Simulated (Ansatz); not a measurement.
A structure file:

```xyz
24
Lattice="3.2007 0.0000 0.0000 0.0000 6.7316 0.0000 0.0000 0.0000 27.7104" Properties=species:S:1:pos:R:3 pbc="T T T"
O     3.2007    0.0005    7.4037
O     1.6004    4.6147    8.6798
Sn    1.6004    0.0003    8.5672
Sn    0.0000    3.3661    8.9675
O     1.6004    2.1174    8.6802
O     3.2007    0.0001   10.0221
O     0.0000    3.3663   10.9570
O     1.6004    1.3187   12.1530
Sn    1.6004    3.3662   12.3024
Sn    3.2007    0.0004   12.0445
O     1.6004    5.4136   12.1533
O     0.0000    3.3661   13.5733
O     3.2007    0.0006   14.1371
O     1.6004    4.6846   15.5572
Sn    1.6004    0.0005   15.4080
Sn    0.0000    3.3663   15.6659
O     1.6004    2.0479   15.5575
O     3.2007    0.0003   16.7534
O     0.0000    3.3665   17.6883
O     1.6004    1.2492   19.0302
Sn    1.6004    3.3663   19.1432
Sn    3.2007    0.0005   18.7429
O     1.6004    5.4835   19.0306
O     0.0000    3.3661   20.3067
```

Q: Before looking at a picture, describe the arrangement of atoms.

A: Its composition is SnO2. The cell comprises 8 formula units: 8 Sn, 16 O. Taking every contact within bonding distance, one finds Sn 5 to 6 (mean 5.8) and O 2 to 3 (mean 2.9). The bonds build SnO2 layers parallel to (001).

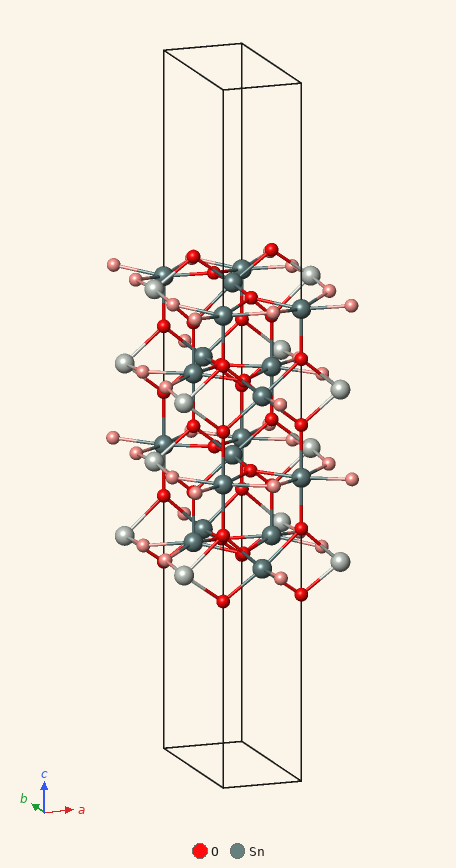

Ball-and-stick drawing of the structure, looking slightly off an axis. The box is the simulation cell; atoms on or close to its faces, edges and corners are drawn wherever they repeat. Atoms outside the box are added where they are bonded to one inside, in fainter colours.

The cell started as a structure listed in the Materials Project, from which a slab was cut. The atoms were relaxed in a fixed cell with Ansatz, DFT r2SCAN, scalar-relativistic, plane waves, PAW.
